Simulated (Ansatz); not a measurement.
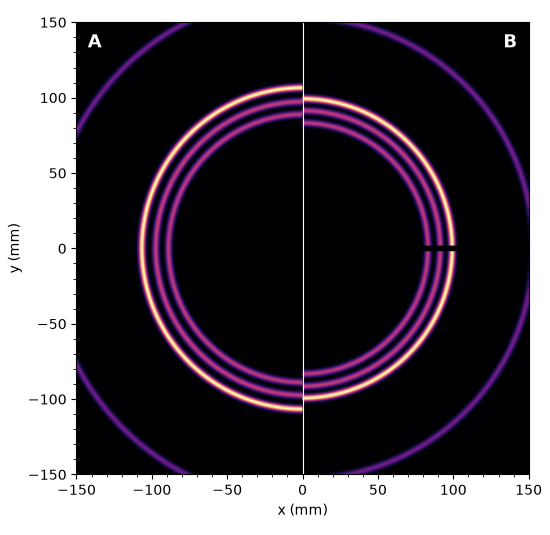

Simulated X-ray powder rings on a flat area detector normal to the beam: λ = 1.5406 Å, sample-to-detector distance 120 mm, axes in mm from the beam centre, for a fine-grained powder without texture. Kinematic intensities with B = 0.8 Å² for all atoms, without absorption; brightness goes as intensity to the power 0.5, clipped at the top. Reflections closer than the ring width show as one ring. The left and right halves show two different samples, each scaled to its strongest ring.

Both are Ag in P6_3/mmc, with cells of different size. Origins: A, the input geometry of an electronic-structure calculation (not necessarily at equilibrium); the starting structure was generated, so it need not be a known form of this composition; B, the end point of a relaxation with Ansatz, DFT, revPBE, plane waves (420 eV) with PAW, scalar-relativistic; the starting structure was generated, so it need not be a known form of this composition.

Question: Which half has the larger cell, and by how much?

Answer: Half B: the volume of B is 15.2 % larger than that of A, and a larger cell draws the rings inwards on average.
A: a = 2.837 Å, b = 2.837 Å, c = 4.608 Å, α = 90.00°, β = 90.00°, γ = 120.00°; 100 at 88.9 mm (d = 2.46 Å), 002 at 97.4 mm (d = 2.30 Å), 101 at 106.6 mm (d = 2.17 Å).
B: a = 2.978 Å, b = 2.978 Å, c = 4.818 Å, α = 90.00°, β = 90.00°, γ = 120.00°; 100 at 83.3 mm (d = 2.58 Å), 002 at 91.4 mm (d = 2.41 Å), 101 at 99.3 mm (d = 2.27 Å).
